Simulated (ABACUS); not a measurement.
## Run report: Sr, band-structure run (part 2 of 2)

Sr (Fm-3m, 1 atom in the cell); Kohn-Sham DFT of a periodic cell, PBE, spin-orbit coupling, PseudoDojo NC FR 0.4 PBE standard, no spin polarisation (ABACUS 3.10.1); cutoff 1360.57 eV, 5×5×5 k-mesh, fermi-dirac of 0.05 eV. The structure derives from an entry of the Crystallography Open Database.

Geometry of the input (Å; fractional positions):
```
4.3025  0.0000  0.0000
2.1513  3.7261  0.0000
2.1513  1.2420  3.5130
Sr 0.0000  0.0000  0.0000
```

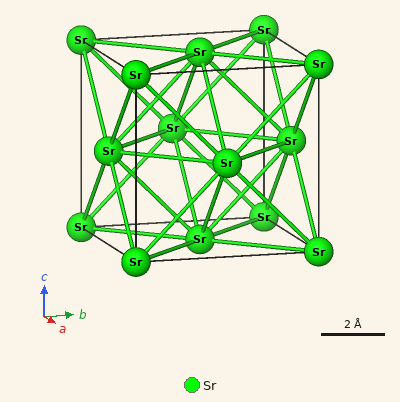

Fig. 1: The structure (ball-and-stick view of the cell 4 times as large as that of the calculation, set on its symmetry axes, seen slightly off an axis).

## Log, continued
```
----------------------------------------------------------
 E_KohnSham     -68.4647933200       -931.5113015438
 E_Harris       -68.4646826904       -931.5097963514
 E_Fermi        0.3638843057         4.9508999696
----------------------------------------------------------

 LCAO ALGORITHM --------------- ION=   1  ELEC=   7--------------------------------
total magnetism (Bohr mag/cell)	-7.05882e-17	4.6504e-17	1.79822e-16
       absolute magnetism (Bohr mag/cell) = 9.76404e-16

 Density error is 1.13576791795e-06
----------------------------------------------------------
     Energy           Rydberg                 eV
----------------------------------------------------------
 E_KohnSham     -68.4647933200       -931.5113015446
 E_Harris       -68.4647835697       -931.5111688846
 E_Fermi        0.3638852606         4.9509129624
----------------------------------------------------------

 LCAO ALGORITHM --------------- ION=   1  ELEC=   8--------------------------------
total magnetism (Bohr mag/cell)	8.58406e-17	3.12854e-17	-5.13184e-16
       absolute magnetism (Bohr mag/cell) = 1.10442e-15

 Density error is 8.73485284931e-08
----------------------------------------------------------
     Energy           Rydberg                 eV
----------------------------------------------------------
 E_KohnSham     -68.4647933200       -931.5113015447
 E_KS(sigma->0) -68.4647196420       -931.5102991035
 E_Harris       -68.4647932158       -931.5113001271
 E_band         -10.0989750436       -137.4036045527
 E_one_elec     -26.0082993862       -353.8610669422
 E_Hartree      14.0418144451        191.0486867116
 E_xc           -16.6243048904       -226.1852717986
 E_Ewald        -39.8738561324       -542.5116446330
 E_entropy(-TS) -0.0001473561        -0.0020048825
 E_descf        0.0000000000         0.0000000000
 E_exx          0.0000000000         0.0000000000
 E_Fermi        0.3638853710         4.9509144641
----------------------------------------------------------

 charge density convergence is achieved
 final etot is -931.51130154 eV
 EFERMI = 4.9509144641 eV

 STATE ENERGY(eV) AND OCCUPATIONS    NSPIN == 4
 1/125 kpoint (Cartesian) = 0.0000 0.0000 0.0000 (1593 pws)
       1       -31.6292     0.00800000
       2       -31.6292     0.00800000
       3       -14.3052     0.00800000
       4       -14.3052     0.00800000
       5       -13.1514     0.00800000
       6       -13.1514     0.00800000
       7       -13.1514     0.00800000
       8       -13.1514     0.00800000
       9        1.37876     0.00800000
      10        1.37876     0.00800000
      11        7.30881    2.64637e-23
      12        7.30881    2.64637e-23
      13        7.30881    2.64637e-23
      14        7.30881    2.64637e-23
      15        7.34164    1.37257e-23
      16        7.34164    1.37257e-23
      17        8.75188    7.73317e-36
      18        8.75188    7.73317e-36
      19        8.75188    7.73317e-36
      20        8.75188    7.73317e-36
      21        17.1405        0.00000
      22        17.1405        0.00000
      23        17.5558        0.00000
      24        17.5558        0.00000
      25        17.5558        0.00000
      26        17.5558        0.00000
      27        20.4873        0.00000
      28        20.4873        0.00000
      29        20.4873        0.00000
      30        20.4873        0.00000

 2/125 kpoint (Cartesian) = 0.046484 -0.026838 -0.018977 (1605 pws)
       1       -31.6249     0.00800000
       2       -31.6249     0.00800000
       3       -14.3293     0.00800000
       4       -14.3293     0.00800000
       5       -13.1993     0.00800000
       6       -13.1993     0.00800000
       7       -13.1606     0.00800000
       8       -13.1606     0.00800000
       9        1.98288     0.00800000
      10        1.98288     0.00800000
      11        6.61365    2.88907e-17
      12        6.61365    2.88907e-17
      13        7.48523    7.76792e-25
      14        7.48523    7.76792e-25
      15        7.52412    3.56899e-25
      16        7.52412    3.56899e-25
      17        8.61940    1.09405e-34
      18        8.61940    1.09405e-34
      19        8.64395    6.69602e-35
      20        8.64395    6.69602e-35
      21        13.8925    1.72834e-80
      22        13.8925    1.72834e-80
      23        16.4049        0.00000
      24        16.4049        0.00000
      25        16.6014        0.00000
      26        16.6014        0.00000
      27        20.0515        0.00000
      28        20.0515        0.00000
      29        20.8702        0.00000
      30        20.8702        0.00000

 3/125 kpoint (Cartesian) = 0.092968 -0.053675 -0.037954 (1605 pws)
       1       -31.6180     0.00800000
       2       -31.6180     0.00800000
       3       -14.3694     0.00800000
       4       -14.3694     0.00800000
       5       -13.2723     0.00800000
       6       -13.2723     0.00800000
       7       -13.1753     0.00800000
       8       -13.1753     0.00800000
       9        3.42571     0.00800000
      10        3.42571     0.00800000
      11        5.46062    2.99106e-07
      12        5.46062    2.99106e-07
      13        7.21877    1.60226e-22
      14        7.21877    1.60226e-22
      15        7.25556    7.67637e-23
      16        7.25556    7.67637e-23
      17        9.48588    3.25712e-42
      18        9.48588    3.25712e-42
      19        9.51563    1.79680e-42
      20        9.51563    1.79680e-42
      21        11.0299    1.26410e-55
      22        11.0299    1.26410e-55
      23        15.2385        0.00000
      24        15.2385        0.00000
      25        15.4627        0.00000
      26        15.4627        0.00000
      27        19.2257        0.00000
      28        19.2257        0.00000
      29        19.2827        0.00000
      30        19.2827        0.00000

 4/125 kpoint (Cartesian) = 0.13945 -0.080513 -0.056931 (1599 pws)
       1       -31.6180     0.00800000
       2       -31.6180     0.00800000
       3       -14.3694     0.00800000
       4       -14.3694     0.00800000
       5       -13.2723     0.00800000
       6       -13.2723     0.00800000
       7       -13.1753     0.00800000
       8       -13.1753     0.00800000
       9        3.42571     0.00800000
      10        3.42571     0.00800000
      11        5.46062    2.99106e-07
      12        5.46062    2.99106e-07
      13        7.21877    1.60226e-22
      14        7.21877    1.60226e-22
      15        7.25556    7.67637e-23
      16        7.25556    7.67637e-23
      17        9.48588    3.25712e-42
      18        9.48588    3.25712e-42
      19        9.51563    1.79680e-42
      20        9.51563    1.79680e-42
      21        11.0299    1.26410e-55
      22        11.0299    1.26410e-55
      23        15.2385        0.00000
      24        15.2385        0.00000
      25        15.4627        0.00000
      26        15.4627        0.00000
      27        19.2257        0.00000
      28        19.2257        0.00000
      29        19.2827        0.00000
      30        19.2827        0.00000

 5/125 kpoint (Cartesian) = 0.18594 -0.10735 -0.075908 (1602 pws)
       1       -31.6249     0.00800000
       2       -31.6249     0.00800000
       3       -14.3293     0.00800000
       4       -14.3293     0.00800000
       5       -13.1993     0.00800000
       6       -13.1993     0.00800000
       7       -13.1606     0.00800000
       8       -13.1606     0.00800000
       9        1.98288     0.00800000
      10        1.98288     0.00800000
      11        6.61365    2.88907e-17
      12        6.61365    2.88907e-17
      13        7.48523    7.76792e-25
      14        7.48523    7.76792e-25
      15        7.52412    3.56899e-25
      16        7.52412    3.56899e-25
      17        8.61940    1.09405e-34
      18        8.61940    1.09405e-34
      19        8.64395    6.69602e-35
      20        8.64395    6.69602e-35
      21        13.8925    1.72834e-80
      22        13.8925    1.72834e-80
      23        16.4049        0.00000
      24        16.4049        0.00000
      25        16.6014        0.00000
      26        16.6014        0.00000
      27        20.0515        0.00000
      28        20.0515        0.00000
      29        20.8702        0.00000
      30        20.8702        0.00000

 6/125 kpoint (Cartesian) = 0.0000 0.053675 -0.018977 (1599 pws)
       1       -31.6249     0.00800000
       2       -31.6249     0.00800000
       3       -14.3293     0.00800000
       4       -14.3293     0.00800000
       5       -13.1993     0.00800000
       6       -13.1993     0.00800000
       7       -13.1606     0.00800000
       8       -13.1606     0.00800000
       9        1.98288     0.00800000
      10        1.98288     0.00800000
      11        6.61365    2.88907e-17
      12        6.61365    2.88907e-17
      13        7.48523    7.76792e-25
      14        7.48523    7.76792e-25
      15        7.52412    3.56899e-25
      16        7.52412    3.56899e-25
      17        8.61940    1.09405e-34
      18        8.61940    1.09405e-34
      19        8.64395    6.69602e-35
      20        8.64395    6.69602e-35
      21        13.8925    1.72834e-80
      22        13.8925    1.72834e-80
      23        16.4049        0.00000
      24        16.4049        0.00000
      25        16.6014        0.00000
      26        16.6014        0.00000
      27        20.0515        0.00000
      28        20.0515        0.00000
      29        20.8702        0.00000
      30        20.8702        0.00000

[... levels at 119 further k points ...]

-------------------------------------------------------------------------------------------
       Total Magnetism (uB)                    x                    y                    z
-------------------------------------------------------------------------------------------
                        Sr1         0.0000000000         0.0000000000         0.0000000000
-------------------------------------------------------------------------------------------

-------------------------------------------------------------------------------------------
       Total Magnetism (uB)       Magnitude (uB)       Polar (degree)     Azimuth (degree)
-------------------------------------------------------------------------------------------
                        Sr1         0.0000000000                 -nan         0.0000000000
-------------------------------------------------------------------------------------------

 correction force for each atom along direction 1 is -7.26533e-14
 correction force for each atom along direction 2 is 2.62860e-14
 correction force for each atom along direction 3 is -3.57552e-14
------------------------------------------------------------------------------------------
 TOTAL-FORCE (eV/Angstrom)
------------------------------------------------------------------------------------------
                       Sr1         0.0000000000         0.0000000000         0.0000000000
------------------------------------------------------------------------------------------

----------------------------------------------------------------
 TOTAL-STRESS (KBAR)
----------------------------------------------------------------
        -5.9123041605        -0.0000000001         0.0000000001
        -0.0000000001        -5.9123041409        -0.0000000688
         0.0000000001        -0.0000000688        -5.9123038707
----------------------------------------------------------------
 TOTAL-PRESSURE: -5.912304 KBAR

 --------------------------------------------
 !FINAL_ETOT_IS -931.5113015447079761 eV
 --------------------------------------------
```

## Standard output
```
ABACUS v3.10.1

               Atomic-orbital Based Ab-initio Computation at UStc

%%%%%%%%%%%%%%%%%%%%%%%%%%%%%%%%%%%%%%%%%%%%%%%%%%%%%%%%%%%%%%%%%%%%%%%%%%%%%%%%%%%%%%%%%%%%%%%%%%%%%%%%%
 Warning: the number of valence electrons in pseudopotential > 2 for Sr: [Kr] 5s2
 Pseudopotentials with additional electrons can yield (more) accurate outcomes, but may be less efficient.
 If you're confident that your chosen pseudopotential is appropriate, you can safely ignore this warning.
%%%%%%%%%%%%%%%%%%%%%%%%%%%%%%%%%%%%%%%%%%%%%%%%%%%%%%%%%%%%%%%%%%%%%%%%%%%%%%%%%%%%%%%%%%%%%%%%%%%%%%%%%

 UNIFORM GRID DIM        : 54 * 54 * 54
 UNIFORM GRID DIM(BIG)   : 27 * 27 * 27
 ---------------------------------------------------------
 Self-consistent calculations for electrons
 ---------------------------------------------------------
 SPIN    KPOINTS         PROCESSORS  THREADS     NBASE
 4       125             4           4           38
 ---------------------------------------------------------
 Use Systematically Improvable Atomic bases
 ---------------------------------------------------------
 ELEMENT ORBITALS        NBASE       NATOM       XC
 Sr      3s2p2d-9au      19          1
 ---------------------------------------------------------
 Initial plane wave basis and FFT box
 ---------------------------------------------------------
 -------------------------------------------
 SELF-CONSISTENT :
 -------------------------------------------
 START CHARGE      : atomic
 ITER     TMAGX      TMAGY      TMAGZ       AMAG        ETOT/eV          EDIFF/eV         DRHO     TIME/s
 GE1      1.08e-16  -4.18e-17  -3.62e-16   9.73e-16  -9.31509618e+02   0.00000000e+00   1.7583e-02   1.30
 GE2      3.16e-17   5.28e-17  -5.34e-16   9.87e-16  -9.31511185e+02  -1.56710976e-03   1.1529e-02   1.31
 GE3      1.82e-16  -1.39e-16   5.05e-17   9.82e-16  -9.31511300e+02  -1.15100662e-04   1.5412e-03   1.30
 GE4     -1.84e-16  -5.04e-17  -7.72e-17   1.11e-15  -9.31511301e+02  -6.75036605e-07   2.1318e-04   1.30
 GE5      5.21e-17  -1.72e-16  -1.47e-16   9.51e-16  -9.31511301e+02  -3.54119890e-07   2.1534e-04   1.31
 GE6     -9.13e-17  -1.81e-17  -1.64e-17   7.52e-16  -9.31511302e+02  -5.02926771e-08   1.5532e-05   1.29
 GE7     -7.06e-17   4.65e-17   1.80e-16   9.76e-16  -9.31511302e+02  -8.79349422e-10   1.1358e-06   1.33
 GE8      8.58e-17   3.13e-17  -5.13e-16   1.10e-15  -9.31511302e+02  -6.26449456e-11   8.7349e-08   1.28
----------------------------------------------------------------
 TOTAL-STRESS (KBAR)
----------------------------------------------------------------
        -5.9123041605        -0.0000000001         0.0000000001
        -0.0000000001        -5.9123041409        -0.0000000688
         0.0000000001        -0.0000000688        -5.9123038707
----------------------------------------------------------------
 TOTAL-PRESSURE: -5.912304 KBAR
```

## File mulliken.txt
```
 0
CALCULATE THE MULLIkEN ANALYSIS FOR EACH ATOM
 Total charge:	10
Decomposed Mulliken populations
0                             Zeta of Sr              Spin 1              Spin 2              Spin 3              Spin 4
s                                      0              2.0001              0.0000              0.0000              0.0000
s                                      1              1.2072              0.0000              0.0000              0.0000
s                                      2             -0.0032              0.0000              0.0000              0.0000
SUM OVER M+Zeta                                       3.2041              0.0000              0.0000              0.0000

pz                                     0              1.9999              0.0000              0.0000              0.0000
px                                     0              1.9999              0.0000              0.0000              0.0000
py                                     0              1.9999              0.0000              0.0000              0.0000
SUM OVER M                                            5.9998              0.0000              0.0000              0.0000
pz                                     1              0.0879              0.0000              0.0000              0.0000
px                                     1              0.0879              0.0000              0.0000              0.0000
py                                     1              0.0879              0.0000              0.0000              0.0000
SUM OVER M                                            0.2636              0.0000              0.0000              0.0000
SUM OVER M+Zeta                                       6.2635              0.0000              0.0000              0.0000

dz^2                                   0              0.0471              0.0000              0.0000              0.0000
dxz                                    0              0.0797              0.0000              0.0000              0.0000
dyz                                    0              0.0797              0.0000              0.0000              0.0000
dx^2-y^2                               0              0.0634              0.0000              0.0000              0.0000
dxy                                    0              0.0634              0.0000              0.0000              0.0000
SUM OVER M                                            0.3332              0.0000              0.0000              0.0000
dz^2                                   1              0.0214              0.0000              0.0000              0.0000
dxz                                    1              0.0522              0.0000              0.0000              0.0000
dyz                                    1              0.0522              0.0000              0.0000              0.0000
dx^2-y^2                               1              0.0368              0.0000              0.0000              0.0000
dxy                                    1              0.0368              0.0000              0.0000              0.0000
SUM OVER M                                            0.1993              0.0000              0.0000              0.0000
SUM OVER M+Zeta                                       0.5325              0.0000              0.0000              0.0000

SUM OVER M+Zeta+L                                    10.0000              0.0000              0.0000              0.0000

Total Charge on atom:                 Sr             10.0000
Total Magnetism on atom:              Sr              0.0000              0.0000              0.0000
```

## Results in brief

```csv
quantity,value
outcome,converged
space group (tolerance 0.01 Å),Fm-3m (225)
electrons treated,10
free energy,−931.5113 eV
Fermi energy of the self-consistent step,4.951 eV
gap on the k-point mesh,0.44 eV
pressure,−0.59 GPa
largest force (length of the vector),under 0.001 eV/Å
wall time,13 s (CPU time 50 s)
peak memory,0.56 GiB
```

## Notes

Points of doubt noted for this run: home made orbitals.
